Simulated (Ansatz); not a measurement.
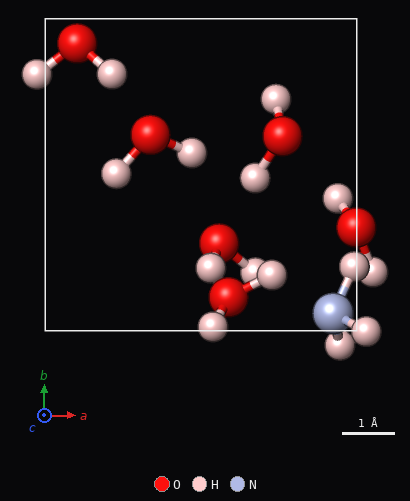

Starting frame of a dynamics run of a periodic cell with 6 H2O + 1 NH3 at 0.949 g/cm³. Style: ball-and-stick. Shown: the simulation cell, along the c axis.

Method: DFT PBEsol, scalar-relativistic, plane waves, PAW in Ansatz.

The input:
```yaml
crystal:
  lattice:
    - [6.02765, 0.0, 0.0]
    - [0.0, 6.02765, 0.0]
    - [0.0, 0.0, 6.02765]
  atoms:
    - { symbol: O, position: [0.0992125, 0.91704838, 0.2539887] }
    - { symbol: H, position: [0.2109129, 0.81875671, 0.32990809] }
    - { symbol: H, position: [-0.02971823, 0.81787051, 0.23789971] }
    - { symbol: O, position: [0.33428997, 0.62355032, 0.47808397] }
    - { symbol: H, position: [0.22484579, 0.49918466, 0.46744628] }
    - { symbol: H, position: [0.4670666, 0.5657306, 0.40504683] }
    - { symbol: O, position: [0.75767104, 0.61957509, 0.12734861] }
    - { symbol: H, position: [0.67019411, 0.48525631, 0.06357717] }
    - { symbol: H, position: [0.73696549, 0.73801952, 0.01948549] }
    - { symbol: O, position: [0.58468322, 0.1028712, 0.39889697] }
    - { symbol: H, position: [0.53477465, 0.00782687, 0.51925402] }
    - { symbol: H, position: [0.72410704, 0.17401746, 0.44694436] }
    - { symbol: O, position: [0.99445236, 0.32659949, 0.40034115] }
    - { symbol: H, position: [0.9353223, 0.41979341, 0.27911895] }
    - { symbol: H, position: [1.04780367, 0.1836083, 0.33228144] }
    - { symbol: O, position: [0.55439935, 0.27542683, 0.99035089] }
    - { symbol: H, position: [0.67108078, 0.18151877, 0.9167434] }
    - { symbol: H, position: [0.52786543, 0.19614336, 1.13191504] }
    - { symbol: "N", position: [-0.07984906, 0.0507275, 0.8131556] }
    - { symbol: H, position: [-0.01202676, 0.20084385, 0.76332998] }
    - { symbol: H, position: [0.02651502, -0.00718951, 0.93583413] }
    - { symbol: H, position: [-0.05812437, -0.05121035, 0.67670282] }
basis:
  ecutwfc: 420.0
kpoints:
  mp_grid: { grid: [1, 1, 1] }
hamiltonian:
  xc: pbesol
scf:
  occupations: { method: fermi_dirac, width: 0.02 }
  lower_state_search: "off"
md:
  timestep: 0.5
  n_steps: 300
  ensemble: nvt_langevin
  temperature: 500.0
  initial_velocities: maxwell_boltzmann
  seed: 393841
  friction: 0.02
  masses: [{ species: H, mass: 2.014 }]
```

Launched with:
```bash
ansatz run input.yaml --threads 1 --pin off --max-ram 3072MiB --backend cpu --events-out ev --progress --plain --runs-dir out
```

**Predict how the run goes.**

The mean temperature in the second half is 500 K (standard deviation 71 K). The potential energy is still drifting at the end, so the run hasn't reached equilibrium. The potential energy in the second half lies on average 65.9 meV per atom above the first frame. Root-mean-square distances from the starting positions over the second half, with the common drift of all atoms taken out: H 0.84 Å, N 0.67 Å, O 0.55 Å. The heavy atoms stay within a fraction of a molecule's size of their starting places; so short a run doesn't tell a liquid from a solid.

Along the run (each row but the first and the last is the mean over the interval that it begins):

| time (fs) | potential energy (meV/atom) | T (K) |
| --- | --- | --- |
| 0.0 | 0.0 | 477 |
| 15.0 | 37.1 | 404 |
| 30.0 | 36.6 | 454 |
| 45.0 | 40.5 | 482 |
| 60.0 | 46.6 | 464 |
| 75.0 | 51.1 | 437 |
| 90.0 | 56.4 | 492 |
| 105.0 | 73.9 | 487 |
| 120.0 | 77.1 | 545 |
| 135.0 | 71.0 | 540 |
| 150.0 | 74.3 | 458 |

The paths of the atoms:

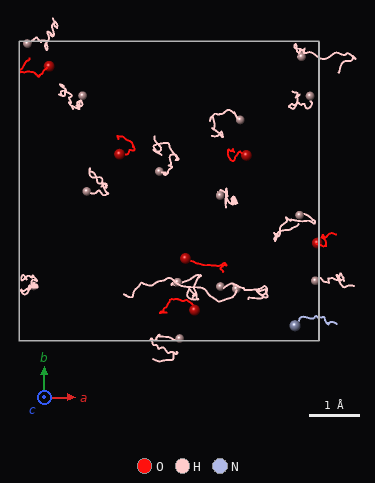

Limits of the set-up: masses were changed (H 2.014 u), which shifts the vibrations; the periodic images lie only 6.0 Å apart, so the values are limited by the cell's size.

Cost: 4.7 min on 1 thread of Arm Neoverse V2, on a shared host, peak memory 0.33 GiB.
